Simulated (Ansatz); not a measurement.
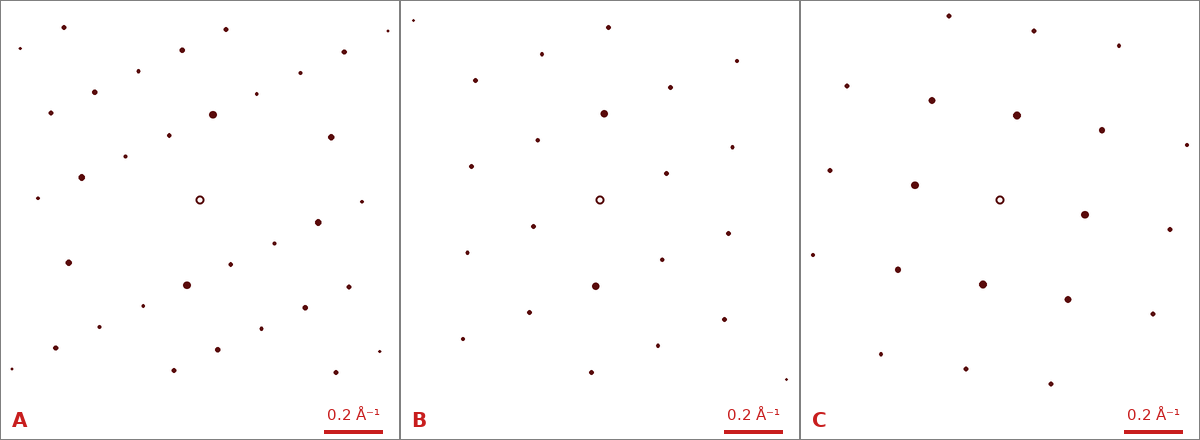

Simulated selected-area electron diffraction patterns (200 kV, kinematic approximation, thin crystal, B = 0.5 Å² for all atoms).

All three come from Te, space group P3_121 (No. 152), a = 4.62 Å, c = 5.90 Å (hexagonal axes). Structure: coordinates from a relaxation at fixed volume with DFT r2SCAN, scalar-relativistic, plane waves, PAW (Ansatz).

| atom | site | symmetry | x | y | z |
| --- | --- | --- | --- | --- | --- |
| Te | 3b | .2. | 0.2539 | 0.0000 | 0.8333 |

Assign the zone axes [100], [101], [211] to A, B and C.

A is [100]: rectangular net of 0 0 1 (itself extinct) at d = 5.90 Å and 0 1 0 at d = 4.00 Å, at 90.0°. B is [101]: centred rectangular net of 0 1 0 at d = 4.00 Å and 1 0 -1 at d = 3.31 Å, at 65.6°. C is [211]: centred rectangular net of 0 1 -1 at d = 3.31 Å and -1 1 1 at d = 3.31 Å, at 88.5°.
